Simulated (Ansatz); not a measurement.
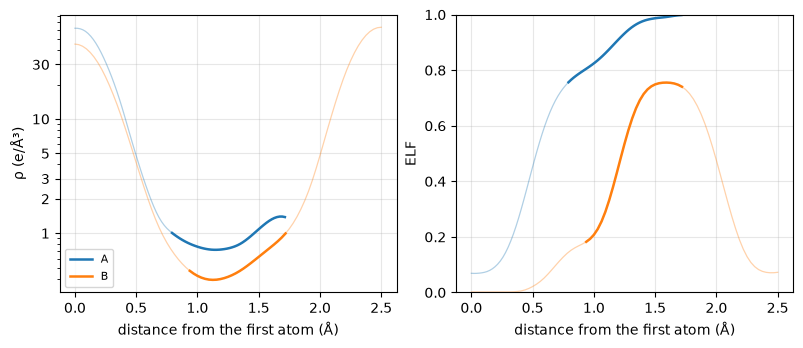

Figure. Zn$_{4}$HSe$_{4}$ (cell charge +1, with a compensating background) (distorted or defective cell). Valence charge density (pseudo) and ELF along straight lines between neighbouring atoms. Thin, pale parts lie inside the atomic spheres.

A point of a scan over the structure, not its minimum; not relaxed (largest force 1.8 eV/Å); PAW files of the earlier set (soft_1).

All numbers below come from Ansatz, DFT PBEsol, scalar-relativistic, plane waves, PAW.

The density is the valence pseudo-density of a PAW calculation; it isn't the true density close to the nuclei.

**Which curve belongs to which contact (Se–H and Zn–Se)? The first atom named is at distance zero.**

Curve A: Se–H (1.71 Å): the density is about 0.9 e/Å³ at the midpoint; the ELF climbs to about 1 towards the hydrogen, as it does in any bond to H. Curve B: Zn–Se (2.50 Å): the density is about 0.42 e/Å³ at the midpoint; the ELF is about 0.55 at the midpoint.
